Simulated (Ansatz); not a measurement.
Take the following structure.

```cif
data_structure
_symmetry_space_group_name_H-M 'P 1'
_symmetry_Int_Tables_number 1
_cell_length_a 3.1851
_cell_length_b 3.1851
_cell_length_c 14.2157
_cell_angle_alpha 90.000
_cell_angle_beta 90.000
_cell_angle_gamma 120.000
_cell_volume 124.89
loop_
_atom_site_label
_atom_site_type_symbol
_atom_site_fract_x
_atom_site_fract_y
_atom_site_fract_z
_atom_site_occupancy
Mo1 Mo 0.66667 0.33333 0.25000 1
Mo2 Mo 0.33333 0.66667 0.75000 1
S1 S 0.66667 0.33333 0.64010 1
S2 S 0.33333 0.66667 0.35990 1
S3 S 0.66667 0.33333 0.85990 1
S4 S 0.33333 0.66667 0.14010 1
```

### Interpret the file: composition, symmetry and coordination.

Its composition is MoS₂. It is primitive hexagonal, space group P6_3/mmc (No. 194). The structure is of the kind named 2H molybdenite (MoS₂) type. Cell content 2 Mo, 4 S; Z = 2. The polyhedra are MoS6 trigonal prisms; they share edges. About every Mo there are six S in a trigonal prismatic arrangement at 2.41 Å. Each S is bonded to three Mo in a trigonal pyramidal arrangement at 2.41 Å. Not all metal-metal contacts are counted. The bonds build MoS2 layers parallel to (001).

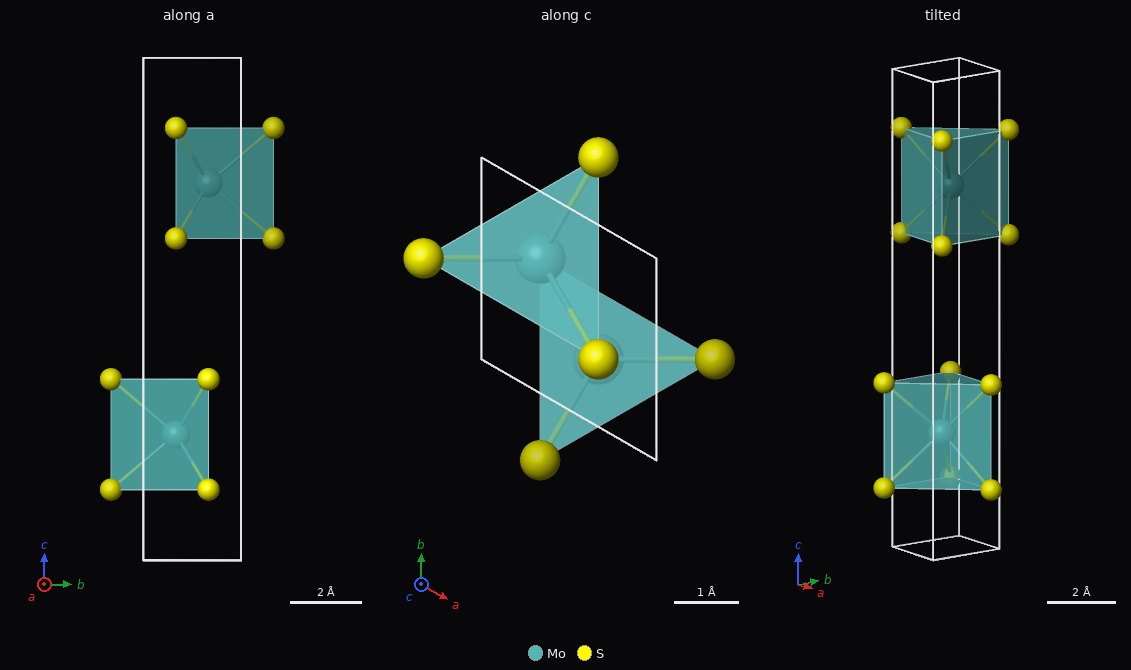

View along the a axis, along the c axis and slightly off an axis, drawn as a polyhedral model. Atoms at the boundary of the conventional unit cell (the box) are drawn once for each face, edge or corner they touch. Some atoms of the next cells are drawn as well.

Its origin is a structure listed in the Materials Project. Earlier steps of the study may have refined or changed the cell and positions. A calculation with Ansatz used it as input.
